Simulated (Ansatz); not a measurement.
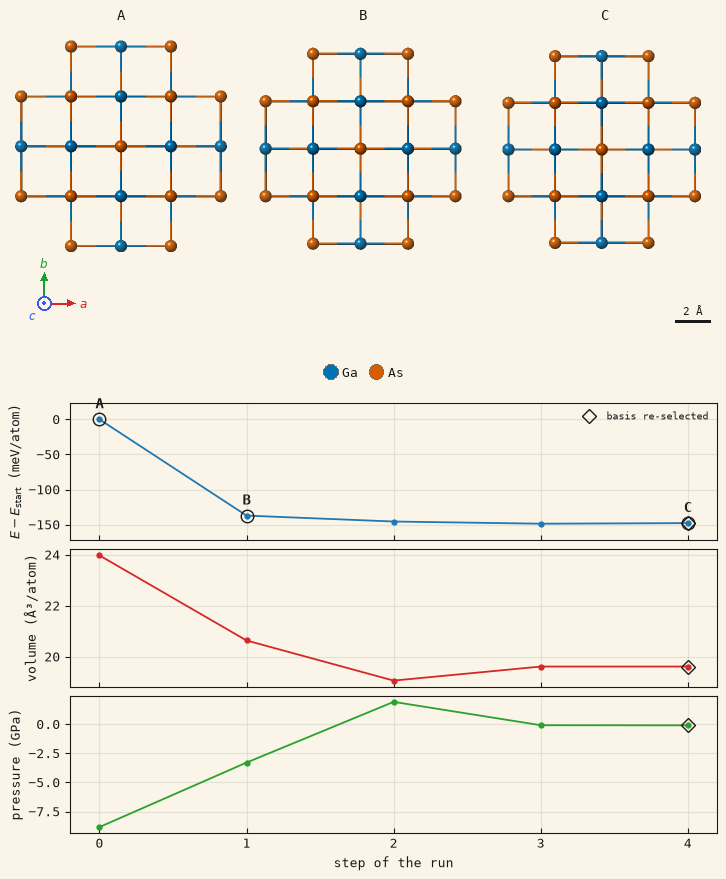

Frames of a relaxation of crystalline GaAs (built on the rock salt_225 type) (coarse preliminary run), marked on the history of the run. Style: ball-and-stick. Shown: the conventional cell (4 times the calculation's cell), along the c axis. Lengths and directions refer to the drawn axes.

Case: rock salt type (Fm-3m, No. 225).

Method: Ansatz 0.2.0, DFT PBE, scalar-relativistic, plane waves, PAW. Set-up: plane-wave cutoff 420 eV; k-point mesh 6 × 6 × 6; occupations gaussian; smearing width 0.1 eV; no spin polarisation; cell and atoms relaxed; force threshold 0.04 eV/Å; at most 70 steps.

What happens along the run?

The energy falls by 148 meV per atom in 3 accepted moves (4 points after the start). All forces vanish by symmetry, so only the cell relaxes. Pressure: −8.84 GPa at the start and −0.09 GPa at the end. At 1 point the geometry stayed and the basis and grid were re-selected for the new cell (energy shift of 0.9 meV per atom at most each time). The atoms keep their places relative to the cell (all moves are under 0.005 Å). The drawn cell changes as follows: a = b = c 5.767 → 5.394 Å (−6.5 %); the volume changes by −18.2 %. Near-neighbour distances that change, for instance: As–Ga 2.883 → 2.697 Å. The space group stays Fm-3m (No. 225). The run took 5.4 s on 1 thread of Arm Neoverse V2, with other jobs on the host, peak memory 0.31 GiB. From step 0 to 1: volume −13.9 %, energy −137 meV per atom. From step 1 to 4: volume −5.0 %, energy −10.7 meV per atom.

```json
{"step": "0", "E − E(0), meV/atom": "0.00", "pressure, GPa": "-8.84", "volume, Å³/atom": "23.974", "note": ""}
{"step": "1", "E − E(0), meV/atom": "-137.14", "pressure, GPa": "-3.29", "volume, Å³/atom": "20.636", "note": ""}
{"step": "2", "E − E(0), meV/atom": "-145.59", "pressure, GPa": "1.92", "volume, Å³/atom": "19.062", "note": ""}
{"step": "3", "E − E(0), meV/atom": "-148.69", "pressure, GPa": "-0.08", "volume, Å³/atom": "19.613", "note": ""}
{"step": "4", "E − E(0), meV/atom": "-147.83", "pressure, GPa": "-0.09", "volume, Å³/atom": "19.613", "note": "same geometry, new basis"}
```
